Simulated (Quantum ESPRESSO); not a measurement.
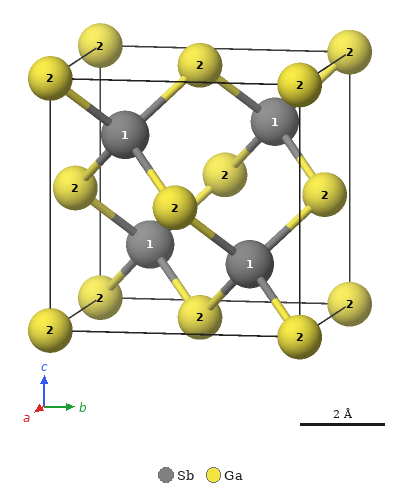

Fig. 1: The structure (ball-and-stick view of the cell 4 times as large as that of the calculation, set on its symmetry axes, seen slightly off an axis; atoms are numbered from 1 in the order of the input). Near neighbours in the crystal (not all of them lie inside the picture): Sb has 4 Ga at 2.65 Å; Ga has 4 Sb at 2.65 Å.

## Phonon calculation of GaSb (part 1 of 2)

The run: phonon calculation of GaSb (2 atoms in the cell). Method and program: Kohn-Sham DFT of a periodic cell, rev-vdW-DF2, PseudoDojo 0.4.1 SR PBE standard, no spin polarisation (Quantum ESPRESSO 7.5).

The structure derives from an entry of the Crystallography Open Database.

Input file
```
&CONTROL
  calculation = 'scf'
  prefix = 'pwscf'
  outdir = './tmp'
  pseudo_dir = './pseudo'
  tprnfor = .true.
  tstress = .true.
  disk_io = 'low'
/
&SYSTEM
  ibrav = 0
  nat = 2
  ntyp = 2
  ecutwfc = 80
  nbnd = 21
  input_dft = 'vdw-df2-b86r'
  occupations = 'smearing'
  smearing = 'mv'
  degauss = 0.01469973
/
&ELECTRONS
  conv_thr = 4d-10
  electron_maxstep = 120
  mixing_beta = 0.5
/
ATOMIC_SPECIES
Sb   121.7600 Sb.upf
Ga    69.7230 Ga.upf
CELL_PARAMETERS angstrom
   0.0000000000    3.0590000000    3.0590000000
   3.0590000000    0.0000000000    3.0590000000
   3.0590000000    3.0590000000    0.0000000000
ATOMIC_POSITIONS crystal
Sb     0.7500000000    0.7500000000    0.7500000000
Ga     0.0000000000    0.0000000000    0.0000000000
K_POINTS automatic
8 8 8 0 0 0
```

File scf2.in
```
&CONTROL
  calculation = 'scf'
  prefix = 'pwscf'
  outdir = './tmp'
  pseudo_dir = './pseudo'
  tprnfor = .true.
  tstress = .true.
  disk_io = 'low'
/
&SYSTEM
  ibrav = 0
  nat = 2
  ntyp = 2
  ecutwfc = 80
  nbnd = 21
  input_dft = 'vdw-df2-b86r'
  occupations = 'smearing'
  smearing = 'mv'
  degauss = 0.01469973
/
&ELECTRONS
  conv_thr = 1d-13
  electron_maxstep = 120
  mixing_beta = 0.5
  startingpot = 'file'
  startingwfc = 'file'
/
ATOMIC_SPECIES
Sb   121.7600 Sb.upf
Ga    69.7230 Ga.upf
CELL_PARAMETERS angstrom
   0.0000000000    3.0590000000    3.0590000000
   3.0590000000    0.0000000000    3.0590000000
   3.0590000000    3.0590000000    0.0000000000
ATOMIC_POSITIONS crystal
Sb     0.7500000000    0.7500000000    0.7500000000
Ga     0.0000000000    0.0000000000    0.0000000000
K_POINTS automatic
8 8 8 0 0 0
```

File ph.in
```
phonons of GaSb
&INPUTPH
  prefix = 'pwscf'
  outdir = './tmp'
  tr2_ph = 1d-16
  fildyn = 'dyn'
  niter_ph = 60
  alpha_mix(1) = 0.4
/
0.0000000000 0.0000000000 0.0000000000
```

File dynmat.in
```
&INPUT
  fildyn = 'dyn'
  asr = 'crystal'
  filout = 'dynmat.disp'
  fileig = 'dynmat.eig'
/
```

File dyn
```
Dynamical matrix file
phonons of GaSb                                                            
  2    2   0   8.1751050   0.0000000   0.0000000   0.0000000   0.0000000   0.0000000
Basis vectors
      0.000000000    0.707106781    0.707106781
      0.707106781    0.000000000    0.707106781
      0.707106781    0.707106781    0.000000000
           1  'Sb     '    110977.45104091002     
           2  'Ga     '    63548.626962264854     
    1    1      1.0606601718      1.0606601718      1.0606601718
    2    2      0.0000000000      0.0000000000      0.0000000000

     Dynamical  Matrix in cartesian axes

     q = (    0.000000000   0.000000000   0.000000000 ) 

    1    1
  0.15436173   0.00000000     0.00000000   0.00000000     0.00000000   0.00000000
  0.00000000   0.00000000     0.15436173   0.00000000    -0.00000000   0.00000000
  0.00000000   0.00000000    -0.00000000   0.00000000     0.15436173   0.00000000
    1    2
 -0.15253219   0.00000000     0.00000000   0.00000000     0.00000000   0.00000000
  0.00000000   0.00000000    -0.15253219   0.00000000     0.00000000   0.00000000
  0.00000000   0.00000000     0.00000000   0.00000000    -0.15253219   0.00000000
    2    1
 -0.15253219   0.00000000     0.00000000   0.00000000     0.00000000   0.00000000
  0.00000000   0.00000000    -0.15253219   0.00000000     0.00000000   0.00000000
  0.00000000   0.00000000     0.00000000   0.00000000    -0.15253219   0.00000000
    2    2
  0.15840461   0.00000000    -0.00000000   0.00000000    -0.00000000   0.00000000
 -0.00000000   0.00000000     0.15840461   0.00000000    -0.00000000   0.00000000
 -0.00000000   0.00000000    -0.00000000   0.00000000     0.15840461   0.00000000

     Diagonalizing the dynamical matrix

     q = (    0.000000000   0.000000000   0.000000000 ) 

 **************************************************************************
     freq (    1) =       0.688348 [THz] =      22.960831 [cm-1]
 (  0.234589  0.000000 -0.667260  0.000000 -0.098793  0.000000 ) 
 (  0.229931  0.000000 -0.654009  0.000000 -0.096831  0.000000 ) 
     freq (    2) =       0.688348 [THz] =      22.960831 [cm-1]
 ( -0.203583  0.000000 -0.169758  0.000000  0.663147  0.000000 ) 
 ( -0.199540  0.000000 -0.166387  0.000000  0.649978  0.000000 ) 
     freq (    3) =       0.688348 [THz] =      22.960831 [cm-1]
 ( -0.643078  0.000000 -0.189669  0.000000 -0.245975  0.000000 ) 
 ( -0.630308  0.000000 -0.185903  0.000000 -0.241091  0.000000 ) 
     freq (    4) =       6.446581 [THz] =     215.034790 [cm-1]
 (  0.446642  0.000000 -0.011632  0.000000 -0.199810  0.000000 ) 
 ( -0.795790  0.000000  0.020726  0.000000  0.356005  0.000000 ) 
     freq (    5) =       6.446581 [THz] =     215.034790 [cm-1]
 ( -0.165975  0.000000 -0.294593  0.000000 -0.353858  0.000000 ) 
 (  0.295720  0.000000  0.524882  0.000000  0.630476  0.000000 ) 
     freq (    6) =       6.446581 [THz] =     215.034790 [cm-1]
 ( -0.111856  0.000000  0.390676  0.000000 -0.272779  0.000000 ) 
 (  0.199296  0.000000 -0.696075  0.000000  0.486017  0.000000 ) 
 **************************************************************************
```

Machine: 1 thread of Intel Xeon (Granite Rapids), 64 GiB of memory available, shared host.

Run as:
```bash
OMP_NUM_THREADS=1 pw.x -in pw.in > pw.out
OMP_NUM_THREADS=1 pw.x -in scf2.in > scf2.out
OMP_NUM_THREADS=1 ph.x -in ph.in > ph.out
OMP_NUM_THREADS=1 dynmat.x -in dynmat.in > dynmat.out
```

The program's output
```
This program is part of the open-source Quantum ESPRESSO suite
     for quantum simulation of materials; please cite
         "P. Giannozzi et al., J. Phys.:Condens. Matter 21 395502 (2009);
         "P. Giannozzi et al., J. Phys.:Condens. Matter 29 465901 (2017);
         "P. Giannozzi et al., J. Chem. Phys. 152 154105 (2020);
          URL
     in publications or presentations arising from this work. More details at

     IMPORTANT: XC functional enforced from input :
     Exchange-correlation= VDW-DF2-B86R
                           (   1   4  26   0   2   0   0)
     Any further DFT definition will be discarded
     Please, verify this is what you really want

     Message from routine setup:
     using ibrav=0 with symmetry is DISCOURAGED, use correct ibrav instead

     G-vector sticks info
     --------------------
     sticks:   dense  smooth     PW     G-vecs:    dense   smooth      PW
     Sum        1483    1483    433                37461    37461    5817

     Using Slab Decomposition

     bravais-lattice index     =            0
     lattice parameter (alat)  =       8.1751  a.u.
     unit-cell volume          =     386.3359 (a.u.)^3
     number of atoms/cell      =            2
     number of atomic types    =            2
     number of electrons       =        28.00
     number of Kohn-Sham states=           21
     kinetic-energy cutoff     =      80.0000  Ry
     charge density cutoff     =     320.0000  Ry
     scf convergence threshold =      4.0E-10
     mixing beta               =       0.5000
     number of iterations used =            8  plain     mixing
     Exchange-correlation= VDW-DF2-B86R
                           (   1   4  26   0   2   0   0)

     celldm(1)=   8.175105  celldm(2)=   0.000000  celldm(3)=   0.000000
     celldm(4)=   0.000000  celldm(5)=   0.000000  celldm(6)=   0.000000

     crystal axes: (cart. coord. in units of alat)
               a(1) = (   0.000000   0.707107   0.707107 )
               a(2) = (   0.707107   0.000000   0.707107 )
               a(3) = (   0.707107   0.707107   0.000000 )

     reciprocal axes: (cart. coord. in units 2 pi/alat)
               b(1) = ( -0.707107  0.707107  0.707107 )
               b(2) = (  0.707107 -0.707107  0.707107 )
               b(3) = (  0.707107  0.707107 -0.707107 )

     PseudoPot. # 1 for Sb read from file:
     Sb.upf
     Pseudo is Norm-conserving + core correction, Zval = 15.0
     Generated using ONCVPSP code by D. R. Hamann
     Using radial grid of 1434 points,  6 beta functions with:
                l(1) =   0
                l(2) =   0
                l(3) =   1
                l(4) =   1
                l(5) =   2
                l(6) =   2

     PseudoPot. # 2 for Ga read from file:
     Ga.upf
     Pseudo is Norm-conserving + core correction, Zval = 13.0
     Generated using ONCVPSP code by D. R. Hamann
     Using radial grid of 1902 points,  6 beta functions with:
                l(1) =   0
                l(2) =   0
                l(3) =   1
                l(4) =   1
                l(5) =   2
                l(6) =   2

     atomic species   valence    mass     pseudopotential
     Sb               15.00   121.76000     Sb( 1.00)
     Ga               13.00    69.72300     Ga( 1.00)

     24 Sym. Ops. (no inversion) found

   Cartesian axes

     site n.     atom                  positions (alat units)
         1        Sb     tau(   1) = (   1.0606602   1.0606602   1.0606602  )
         2        Ga     tau(   2) = (   0.0000000   0.0000000   0.0000000  )

     number of k points=    29  Marzari-Vanderbilt smearing, width (Ry)=  0.0147
                       cart. coord. in units 2pi/alat
        k(    1) = (   0.0000000   0.0000000   0.0000000), wk =   0.0039062
        k(    2) = (   0.0883883   0.0883883  -0.0883883), wk =   0.0312500
        k(    3) = (   0.1767767   0.1767767  -0.1767767), wk =   0.0312500
        k(    4) = (   0.2651650   0.2651650  -0.2651650), wk =   0.0312500
        k(    5) = (  -0.3535534  -0.3535534   0.3535534), wk =   0.0156250
        k(    6) = (   0.1767767   0.0000000   0.0000000), wk =   0.0234375
        k(    7) = (   0.2651650   0.0883883  -0.0883883), wk =   0.0937500
        k(    8) = (   0.3535534   0.1767767  -0.1767767), wk =   0.0937500
        k(    9) = (  -0.2651650  -0.4419417   0.4419417), wk =   0.0937500
        k(   10) = (  -0.1767767  -0.3535534   0.3535534), wk =   0.0937500
        k(   11) = (  -0.0883883  -0.2651650   0.2651650), wk =   0.0937500
        k(   12) = (   0.0000000  -0.1767767   0.1767767), wk =   0.0468750
        k(   13) = (   0.3535534   0.0000000   0.0000000), wk =   0.0234375
        k(   14) = (   0.4419417   0.0883883  -0.0883883), wk =   0.0937500
        k(   15) = (  -0.1767767  -0.5303301   0.5303301), wk =   0.0937500
        k(   16) = (  -0.0883883  -0.4419417   0.4419417), wk =   0.0937500
        k(   17) = (   0.0000000  -0.3535534   0.3535534), wk =   0.0468750
        k(   18) = (   0.5303301  -0.0000000   0.0000000), wk =   0.0234375
        k(   19) = (  -0.0883883  -0.6187184   0.6187184), wk =   0.0937500
        k(   20) = (   0.0000000  -0.5303301   0.5303301), wk =   0.0468750
        k(   21) = (  -0.7071068   0.0000000   0.0000000), wk =   0.0117188
        k(   22) = (   0.3535534   0.1767767   0.0000000), wk =   0.0937500
        k(   23) = (  -0.2651650  -0.4419417   0.6187184), wk =   0.1875000
        k(   24) = (  -0.1767767  -0.3535534   0.5303301), wk =   0.0937500
        k(   25) = (  -0.1767767  -0.5303301   0.7071068), wk =   0.0937500
        k(   26) = (  -0.0883883  -0.4419417   0.6187184), wk =   0.1875000
        k(   27) = (   0.0000000  -0.3535534   0.5303301), wk =   0.0937500
        k(   28) = (  -0.7071068   0.1767767  -0.0000000), wk =   0.0468750
        k(   29) = (  -0.7071068   0.3535534   0.0000000), wk =   0.0234375

     Dense  grid:    37461 G-vectors     FFT dimensions: (  48,  48,  48)

     Initial potential from superposition of free atoms

     starting charge      27.9968, renormalised to      28.0000

     %%%%%%%%%%%%%%%%%%%%%%%%%%%%%%%%%%%%%%%%%%%%%%%%%%%%%%%%%%%%%%%%%%%%%%%%
     %                                                                      %
     % You are using vdW-DF, which was implemented by the Thonhauser group. %
     % Please cite the following two papers that made this development      %
     % possible and the two reviews that describe the various versions:     %
     %                                                                      %
     %   T. Thonhauser et al., PRL 115, 136402 (2015).                      %
     %   T. Thonhauser et al., PRB 76, 125112 (2007).                       %
     %   K. Berland et al., Rep. Prog. Phys. 78, 066501 (2015).             %
     %   D.C. Langreth et al., J. Phys.: Condens. Matter 21, 084203 (2009). %
     %                                                                      %
     % If you are calculating stress with vdW-DF, please also cite:         %
     %                                                                      %
     %   R. Sabatini et al., J. Phys.: Condens. Matter 24, 424209 (2012).   %
     %                                                                      %
     %%%%%%%%%%%%%%%%%%%%%%%%%%%%%%%%%%%%%%%%%%%%%%%%%%%%%%%%%%%%%%%%%%%%%%%%

     %%%%%%%%%%%%%%%%%%%%%%%%%%%%%%%%%%%%%%%%%%%%%%%%%%%%%%%%%%%%%%%%%%%%%%%%
     %                                                                      %
     %  vdW-DF NEWS:                                                        %
     %                                                                      %
     %  * vdW-DF3 is now available. DOI: 10.1021/acs.jctc.0c00471           %
     %    use with input_dft = 'vdW-DF3-opt1' or 'vdW-DF3-opt2'             %
     %                                                                      %
     %  * Unscreened and range-separated hybrid vdW-DF-cx functionals       %
     %    DOI: 10.1063/1.4986522 and 10.1088/1361-648X/ac2ad2               %
     %    use with input_dft = 'vdW-DF-cx0'    and 'vdW-DF-ahcx'            %
     %  * Unscreened and range-separated hybrid vdW-DF2-b86r functionals    %
     %    DOI: 10.1063/1.4986522 and DOI: 10.1103/PhysRevX.12.041003        %
     %    use with input_dft = 'vdW-DF2-br0' and 'vdW-DF2-ahbr'             %
     %                                                                      %
     %%%%%%%%%%%%%%%%%%%%%%%%%%%%%%%%%%%%%%%%%%%%%%%%%%%%%%%%%%%%%%%%%%%%%%%%

     Starting wfcs are   18 randomized atomic wfcs +    3 random wfcs

     Self-consistent Calculation

     iteration #  1     ecut=    80.00 Ry     beta= 0.50
     Davidson diagonalization with overlap
     ethr =  1.00E-02,  avg # of iterations =  5.6

     Threshold (ethr) on eigenvalues was too large:
     Diagonalizing with lowered threshold

     Davidson diagonalization with overlap
     ethr =  1.21E-04,  avg # of iterations =  3.4

     total energy              =    -334.66681840 Ry
     estimated scf accuracy    <       0.03465399 Ry

     iteration #  2     ecut=    80.00 Ry     beta= 0.50
     Davidson diagonalization with overlap
     ethr =  1.24E-04,  avg # of iterations =  1.0

     total energy              =    -334.66810390 Ry
     estimated scf accuracy    <       0.00514519 Ry

     iteration #  3     ecut=    80.00 Ry     beta= 0.50
     Davidson diagonalization with overlap
     ethr =  1.84E-05,  avg # of iterations =  2.4

     total energy              =    -334.66853005 Ry
     estimated scf accuracy    <       0.00028452 Ry
```
